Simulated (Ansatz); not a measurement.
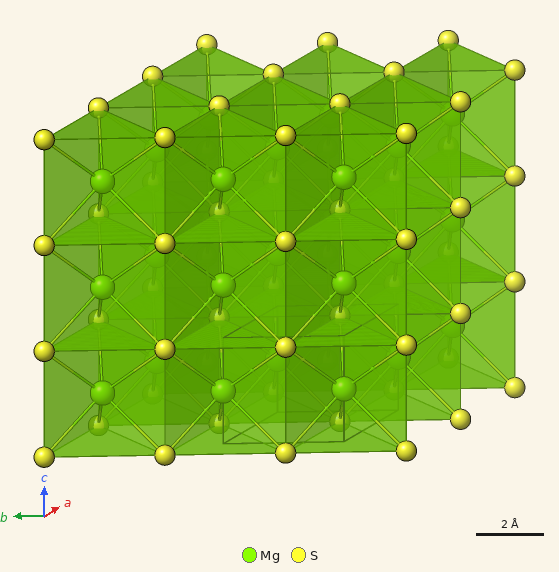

This is the input geometry for a relaxation of crystalline MgS (a generated structure, set up in P-6m2). The picture is a polyhedral view of the cell of the calculation, repeated 2 × 2 × 3 with one cell outlined, seen from a free direction.

The run lets cell and atoms move.

Computed with Kohn-Sham DFT of a periodic cell, HSE06, Ansatz PAW in Ansatz 0.2.0.

Input file:
```yaml
crystal:
  lattice:
    - [3.61091, 0.0, 0.0]
    - [-1.80545, 3.12714, 0.0]
    - [0.0, 0.0, 3.30526]
  atoms:
    - { symbol: Mg, position: [0.0, 0.0, 0.5] }
    - { symbol: S, position: [0.66667, 0.33333, 0.0] }
hamiltonian:
  xc: hse06
  pseudopotentials: { kind: paw }
kpoints:
  mp_grid: { grid: [5, 5, 4] }
scf:
  occupations: { method: fermi_dirac, width: 0.05 }
output:
  forces: true
  stress: true
  eigenvalues: true
relax:
  f_tol: 0.01
  max_steps: 40
  cell: { stress_tol: 0.05 }
```

**Where does the relaxation end?**

The atoms keep their places relative to the cell (all moves are under 0.005 Å). Cell: a = b 3.611 → 3.587 Å (−0.7 %), c 3.305 → 3.292 Å (−0.4 %). Volume −1.7 %. Among the contacts that change: Mg–S 2.660 → 2.645 Å. The space group stays P-6m2 (No. 187). The energy falls by 2.5 meV per cell of the calculation in 3 accepted moves (4 points after the start). All forces vanish by symmetry, so only the cell relaxes. The pressure goes from −1.22 to 0.00 GPa. The SCF was repeated once at an unchanged geometry on a basis and grid sized afresh for the cell, which shifted the energy by 0.1 meV per cell of the calculation at most.
